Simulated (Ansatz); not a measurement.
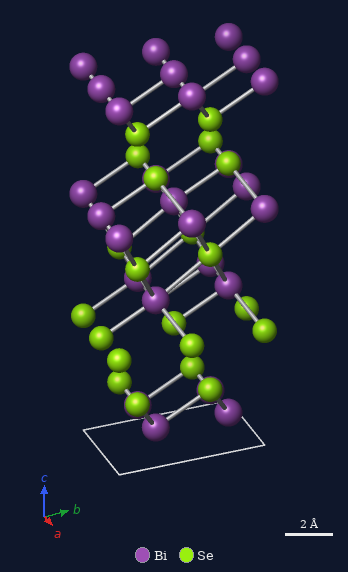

Starting structure of a slab of composition Bi₄Se₅ (cut from the R-3m phase). A ball-and-stick model of the 2 × 2 repeat of the cell, outlined in the plane, without the vacuum, seen slightly off an axis.

The slab is the (0 0 1) face of Bi2Se3.

The calculation used DFT PBE+D3(BJ), scalar-relativistic, plane waves, PAW (Ansatz).

Input
```yaml
crystal:
  lattice:
    - [4.1436098851, 0.0, 0.0]
    - [-2.0718049425, 3.5884714238, 0.0]
    - [0.0, 0.0, 30.141262224]
  atoms:
    - { symbol: Bi, position: [0.3333333333, 0.6666666667, 0.2488283319] }
    - { symbol: Se, position: [0.6666666667, 0.3333333333, 0.3009938838] }
    - { symbol: Se, position: [0.0, 0.0, 0.3840598206] }
    - { symbol: Bi, position: [0.3333333333, 0.6666666667, 0.4362253725] }
    - { symbol: Se, position: [0.6666666667, 0.3333333333, 0.5] }
    - { symbol: Bi, position: [0.0, 0.0, 0.5637746275] }
    - { symbol: Se, position: [0.3333333333, 0.6666666667, 0.6159401794] }
    - { symbol: Se, position: [0.6666666667, 0.3333333333, 0.6990061162] }
    - { symbol: Bi, position: [0.0, 0.0, 0.7511716681] }
basis:
  ecutwfc: 420
kpoints:
  mp_grid: { grid: [9, 9, 1] }
hamiltonian:
  xc: pbe
  dispersion: d3bj
scf:
  occupations: { method: gaussian, width: 0.05 }
output:
  forces: true
  eigenvalues: true
  write_density: true
  write_potential: true
  elf: true
  volumetric_format: npy
relax:
  adjacent_minimum: "off"
  f_tol: 0.02
  max_steps: 60
efield:
  axis: 3
  dipole_correction: true
  ramp_width: 0.04
```

Run as
```bash
ansatz run input.yaml --threads 4 --pin off --max-ram 10240MiB --backend cpu --events-out ev --progress --plain --runs-dir out
```

### Predict the outcome.

The energy falls by 68.2 meV per cell of the calculation in 3 geometry steps. Largest force component: 0.52 eV/Å at the start, 0.0094 eV/Å at the end. The largest moves relative to the layer's centre, 0.18 Å, are those of Bi1 and Bi9. Bi9 goes along the normal (−c). Largest moves by element: Bi 0.18 Å, Se 0.07 Å. The cell stays as it was. Near-neighbour distances that change, for instance: Bi1–Se2 2.863 → 2.802 Å, Bi4–Se5 3.069 → 3.062 Å, Bi6–Se7 2.863 → 2.867 Å. Among the angles between lasting bonds that change: Bi1–Se2–Bi1 92.7° → 95.3°, Se2–Bi1–Se2 92.7° → 95.3°. The run took 68 s on 4 threads of AMD EPYC 7R13 Processor (Zen 3), with other jobs on the host, peak memory 1.4 GiB.

Final geometry:

```
CELL_PARAMETERS angstrom
4.14361 0.00000 0.00000
-2.07180 3.58847 0.00000
0.00000 0.00000 30.14126
ATOMIC_POSITIONS crystal
Bi 0.33333 0.66667 0.25479
Se 0.66667 0.33333 0.30321
Se 0.00000 0.00000 0.38414
Bi 0.33333 0.66667 0.43659
Se 0.66667 0.33333 0.50000
Bi 0.00000 0.00000 0.56341
Se 0.33333 0.66667 0.61586
Se 0.66667 0.33333 0.69679
Bi 0.00000 0.00000 0.74521
```

After the run, drawn alike:

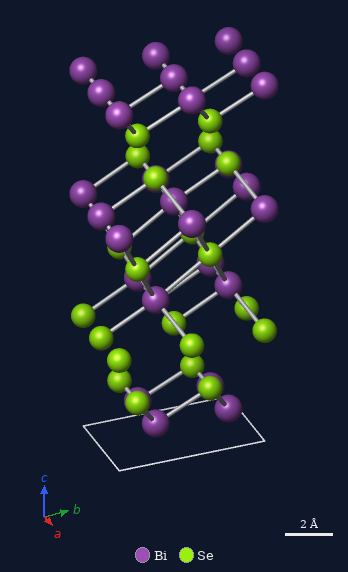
